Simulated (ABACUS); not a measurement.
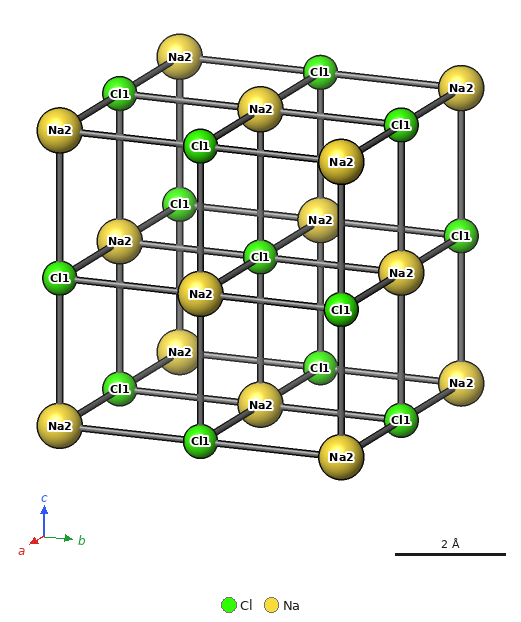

The input geometry (ball-and-stick view of the cell 4 times as large as that of the calculation, set on its symmetry axes, seen slightly off an axis; atoms are numbered from 1 in the order of the input).

**Band-structure run, with input and output: NaCl (part 1 of 2)**

- system: NaCl (2 atoms in the cell)
- method: Kohn-Sham DFT of a periodic cell, BP86, SSSP 1.3 efficiency PBE, no spin polarisation (ABACUS 3.10.1)

The structure derives from a Materials Project entry.

**The input**
```
INPUT_PARAMETERS
suffix              NaCl
calculation         scf
basis_type          pw
pseudo_dir          ./
symmetry            1
dft_functional      GGA_X_B88+GGA_C_P86
ecutwfc             55
pseudo_rcut         10
nspin               1
nbands              18
ks_solver           dav
smearing_method     fd
smearing_sigma      0.00367493
scf_thr             1e-08
scf_nmax            100
mixing_type         broyden
mixing_beta         0.7
cal_force           1
cal_stress          1
ecutrho             440
out_chg             1
kpar                4
```

**File STRU**
```
ATOMIC_SPECIES
Cl 35.4500 cl_pbe_v1.4.uspp.F.UPF
Na 22.9898 na_pbe_v1.5.uspp.F.UPF

LATTICE_CONSTANT
7.4670677708

LATTICE_VECTORS
0.0000000000 0.7071067812 0.7071067812
0.7071067812 0.0000000000 0.7071067812
0.7071067812 0.7071067812 0.0000000000

ATOMIC_POSITIONS
Cartesian

Cl
0.0
1
0.7071067812 0.7071067812 0.7071067812 1 1 1

Na
0.0
1
0.0000000000 0.0000000000 0.0000000000 1 1 1
```

**File KPT**
```
K_POINTS
0
Gamma
6 6 6 0 0 0
```

Command:
```bash
OMP_NUM_THREADS=1 mpirun -np 4 abacus > log
```

**The program's output**
```
ABACUS v3.10.1

               Atomic-orbital Based Ab-initio Computation at UStc

 ------------------------------------------------------------------------------------

 READING GENERAL INFORMATION
                           global_out_dir = OUT.NaCl/
                           global_in_card = INPUT
                               pseudo_dir = ./
                              orbital_dir =
                                    DSIZE = 4
                                    GSIZE = 1

 READING UNITCELL INFORMATION
                                    ntype = 2
                  lattice constant (Bohr) = 7.46707
              lattice constant (Angstrom) = 3.9514

 READING ATOM TYPE 1
                               atom label = Cl
                      L=0, number of zeta = 1
                      L=1, number of zeta = 1
                      L=2, number of zeta = 1
             number of atom for this type = 1

 READING ATOM TYPE 2
                               atom label = Na
                      L=0, number of zeta = 1
                      L=1, number of zeta = 1
                      L=2, number of zeta = 1
             number of atom for this type = 1

                        TOTAL ATOM NUMBER = 2
CARTESIAN COORDINATES ( UNIT =       7.467067770800 Bohr ).
    atom                   x                   y                   z     mag                  vx                  vy                  vz
tauc_Cl1            0.7071067812        0.7071067812        0.7071067812  0.0000        0.0000000000        0.0000000000        0.0000000000
tauc_Na1            0.0000000000        0.0000000000        0.0000000000  0.0000        0.0000000000        0.0000000000        0.0000000000

                          Volume (Bohr^3) = 294.398
                             Volume (A^3) = 43.6253

 Lattice vectors: (Cartesian coordinate: in unit of a_0)
                   +0           +0.707107           +0.707107
            +0.707107                  +0           +0.707107
            +0.707107           +0.707107                  +0
 Reciprocal vectors: (Cartesian coordinate: in unit of 2 pi/a_0)
            -0.707107           +0.707107           +0.707107
            +0.707107           -0.707107           +0.707107
            +0.707107           +0.707107           -0.707107
 The esolver type has been set to : ksdft_pw

                PAO radial cut off (Bohr) = 10

 Read in pseudopotential file is cl_pbe_v1.4.uspp.F.UPF
                     pseudopotential type = US
          exchange-correlation functional = PBE
                 nonlocal core correction = 1
                        valence electrons = 7
                                     lmax = 2
                           number of zeta = 2
                     number of projectors = 6
                           L of projector = 0
                           L of projector = 0
                           L of projector = 1
                           L of projector = 1
                           L of projector = 2
                           L of projector = 2
 XC functional updated to : GGA_X_B88+GGA_C_P86
          exchange-correlation functional = GGA_X_B88+GGA_C_P86
                PAO radial cut off (Bohr) = 10

 Read in pseudopotential file is na_pbe_v1.5.uspp.F.UPF
                     pseudopotential type = US
          exchange-correlation functional = PBE
                 nonlocal core correction = 0
                        valence electrons = 9
                                     lmax = 2
                           number of zeta = 3
                     number of projectors = 5
                           L of projector = 0
                           L of projector = 0
                           L of projector = 1
                           L of projector = 1
                           L of projector = 2
 XC functional updated to : GGA_X_B88+GGA_C_P86
          exchange-correlation functional = GGA_X_B88+GGA_C_P86
     initial pseudo atomic orbital number = 9

 SETUP THE ELECTRONS NUMBER
            electron number of element Cl = 7
      total electron number of element Cl = 7
            electron number of element Na = 9
      total electron number of element Na = 9
            AUTOSET number of electrons:  = 16
                           occupied bands = 8
                                   NBANDS = 18
                                   NLOCAL = 18

%%%%%%%%%%%%%%%%%%%%%%%%%%%%%%%%%%%%%%%%%%%%%%%%%%%%%%%%%%%%%%%%%%%%%%%%%%%%%%%%%%%%%%%%%%%%%%%%%%%%%%%%%%
 Warning: the number of valence electrons in pseudopotential > 1 for Na: [Ne] 3s1
 Pseudopotentials with additional electrons can yield (more) accurate outcomes, but may be less efficient.
 If you're confident that your chosen pseudopotential is appropriate, you can safely ignore this warning.
%%%%%%%%%%%%%%%%%%%%%%%%%%%%%%%%%%%%%%%%%%%%%%%%%%%%%%%%%%%%%%%%%%%%%%%%%%%%%%%%%%%%%%%%%%%%%%%%%%%%%%%%%%

 SETUP THE PLANE WAVE BASIS
 energy cutoff for charge/potential (unit:Ry) = 220
            fft grid for charge/potential = [ 36, 36, 36 ]
                        fft grid division = [ 1, 1, 1 ]
        big fft grid for charge/potential = [ 50, 50, 50 ]
                                     nbxx = 125000
                                     nrxx = 46656

 SETUP PLANE WAVES FOR CHARGE/POTENTIAL
                    number of plane waves = 16361
                         number of sticks = 847

 PARALLEL PW FOR CHARGE/POTENTIAL
     PROC   COLUMNS(POT)             PW
        1            847          16361
 --------------- sum -------------------
        1            847          16361
                            number of |g| = 210
                                  max |g| = 310
                                  min |g| = 0

 energy cutoff for dense charge/potential (unit:Ry) = 440
      fft grid for dense charge/potential = [ 50, 50, 50 ]
                                     nrxx = 125000

 SETUP PLANE WAVES FOR dense CHARGE/POTENTIAL
                    number of plane waves = 45767
                         number of sticks = 1675

 PARALLEL PW FOR dense CHARGE/POTENTIAL
     PROC   COLUMNS(POT)             PW
        1           1675          45767
 --------------- sum -------------------
        1           1675          45767
                            number of |g| = 417
                                  max |g| = 620
                                  min |g| = 0

----------- Double Check Mixing Parameters Begin ------------
mixing_type: broyden
mixing_beta: 0.7
mixing_gg0: 1
mixing_gg0_min: 0.1
mixing_ndim: 8
----------- Double Check Mixing Parameters End ------------

 LATTICE VECTORS: (CARTESIAN COORDINATE: IN UNIT OF A0)
                   +0           +0.707107           +0.707107
            +0.707107                  +0           +0.707107
            +0.707107           +0.707107                  +0
                       right hand lattice = 1
                                   NORM_A = 1
                                   NORM_B = 1
                                   NORM_C = 1
                           ALPHA (DEGREE) = 60
                           BETA  (DEGREE) = 60
                           GAMMA (DEGREE) = 60

 The lattice vectors have been changed (STRU_SIMPLE.cif)

(for optimal symmetric configuration:)
                             BRAVAIS TYPE = 3
                     BRAVAIS LATTICE NAME = 03. Cubic F (face-centered)
                                    ibrav = 3
                                    IBRAV = 3
                                  BRAVAIS = FACE CENTERED CUBIC
                       LATTICE CONSTANT A = 1.41421
Original cell was already a primitive cell.
                        ROTATION MATRICES = 48
              PURE POINT GROUP OPERATIONS = 48
                   SPACE GROUP OPERATIONS = 48
                              POINT GROUP = O_h
               POINT GROUP IN SPACE GROUP = O_h

 SETUP K-POINTS
                                    nspin = 1
                   Input type of k points = Monkhorst-Pack(Gamma)
                                   nkstot = 216
                       right hand lattice = 1
(for reciprocal lattice: )
                             BRAVAIS TYPE = 2
                     BRAVAIS LATTICE NAME = 02. Cubic I (body-centered)
                                    ibrav = 2
                       right hand lattice = 1
(for k-lattice: )
                             BRAVAIS TYPE = 2
                     BRAVAIS LATTICE NAME = 02. Cubic I (body-centered)
                                    ibrav = 2
                       right hand lattice = 1
                        ROTATION MATRICES = 48
                               nkstot_ibz = 16
K-POINTS REDUCTION ACCORDING TO SYMMETRY
     IBZ    DIRECT_X    DIRECT_Y    DIRECT_Z  WEIGHT  ibz2bz
       1  0.00000000  0.00000000  0.00000000  0.0046       0
       2  0.16666667  0.16666667  0.16666667  0.0370       1
       3  0.33333333  0.33333333  0.33333333  0.0370       2
       4  0.50000000  0.50000000  0.50000000  0.0185       3
       5  0.16666667  0.16666667  0.00000000  0.0278       7
       6  0.33333333  0.33333333  0.16666667  0.1111       8
       7  0.50000000  0.50000000  0.33333333  0.1111       9
       8  0.50000000  0.33333333  0.33333333  0.1111      10
       9  0.33333333  0.16666667  0.16666667  0.0556      11
      10  0.33333333  0.33333333  0.00000000  0.0278      14
      11  0.50000000  0.50000000  0.16666667  0.1111      15
      12 -0.33333333  0.33333333  0.33333333  0.0556      16
      13  0.50000000  0.50000000  0.00000000  0.0139      21
      14  0.50000000  0.33333333  0.16666667  0.1111      51
      15  0.50000000  0.33333333 -0.33333333  0.1111      52
      16  0.50000000  0.33333333 -0.16666667  0.0556      58

                               nkstot now = 16
[... K-POINTS DIRECT COORDINATES: 16 rows ...]

           k-point number in this process = 4
       minimum distributed K point number = 4
[... stars of the k points ...]

[... K-POINTS CARTESIAN COORDINATES: 4 rows ...]

[... K-POINTS DIRECT COORDINATES: 4 rows ...]

 SETUP PLANE WAVES FOR WAVE FUNCTIONS
     energy cutoff for wavefunc (unit:Ry) = 55
              fft grid for wave functions = [ 36, 36, 36 ]
                    number of plane waves = 2445
                         number of sticks = 241

 PARALLEL PW FOR WAVE FUNCTIONS
     PROC   COLUMNS(POT)             PW
        1            241           2445
 --------------- sum -------------------
        1            241           2445

 SETUP NONLOCAL PSEUDOPOTENTIALS IN PLANE WAVE BASIS
 Cl non-local projectors:
 projector 1 L=0
 projector 2 L=0
 projector 3 L=1
 projector 4 L=1
 projector 5 L=2
 projector 6 L=2
 Na non-local projectors:
 projector 1 L=0
 projector 2 L=0
 projector 3 L=1
 projector 4 L=1
 projector 5 L=2
      TOTAL NUMBER OF NONLOCAL PROJECTORS = 31

 Init Non-Local PseudoPotential table :
 Init Non-Local-Pseudopotential done.

                                     npwx = 2085

 Make real space PAO into reciprocal space.
       max mesh points in Pseudopotential = 729
     dq(describe PAO in reciprocal space) = 0.01
                                    max q = 894

 number of pseudo atomic orbitals for Cl is 2

 number of pseudo atomic orbitals for Na is 3
WARNING: norm of atomic wavefunction # 3 of atomic type Na is 0.99685, renormalized

 -------------------------------------------
 SELF-CONSISTENT
 -------------------------------------------
                                 init_chg = atomic

 PW ALGORITHM --------------- ION=   1  ELEC=   1--------------------------------
```
